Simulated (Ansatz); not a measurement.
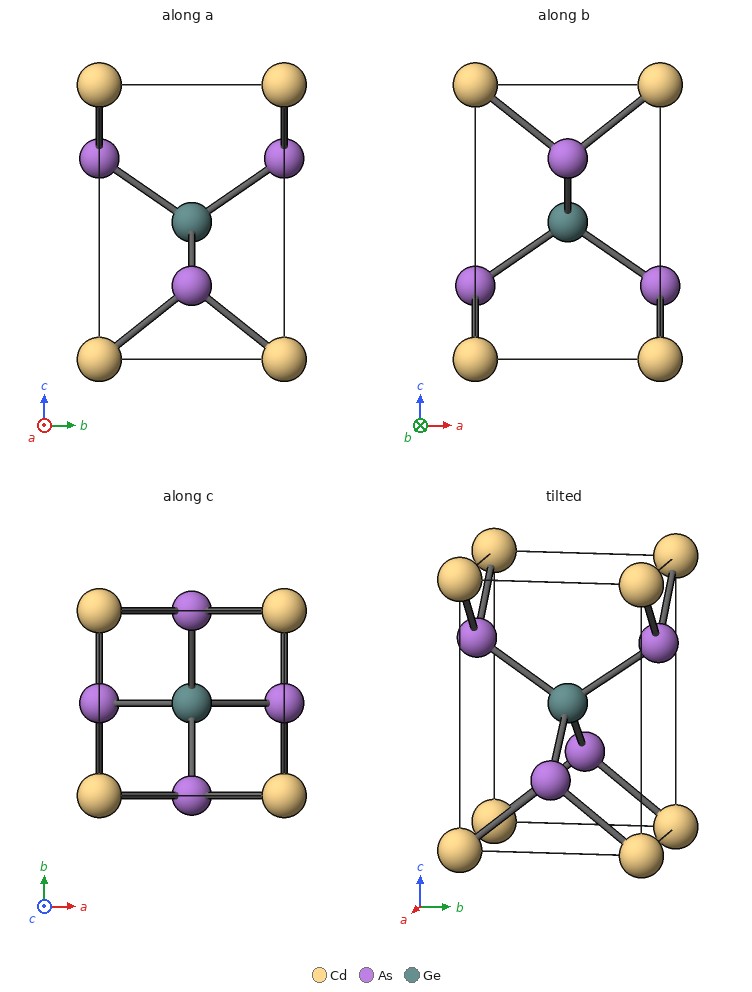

A ball-and-stick rendering, viewed along the a axis, along the b axis, along the c axis and slightly off an axis. The lines enclose the conventional unit cell; boundary atoms appear with their images.

Lattice parameters: a = 4.101 Å, b = 4.101 Å, c = 6.088 Å, α = 90.00°, β = 90.00°, γ = 90.00°.

Express the structure as a table of Wyckoff sites, with free fractional coordinates to two decimals.

Space group P-4m2 (No. 115).
```
atom  site     x     y     z
  Cd    1a  0.00  0.00  0.00
  As    2g  0.00  0.50  0.27
  Ge    1c  0.50  0.50  0.50
```

Provenance: a structure type filled with these elements by a generator (whether the compound takes this form wasn't checked). What is shown is the relaxed result from Ansatz, DFT, HSE06, plane waves, PAW.
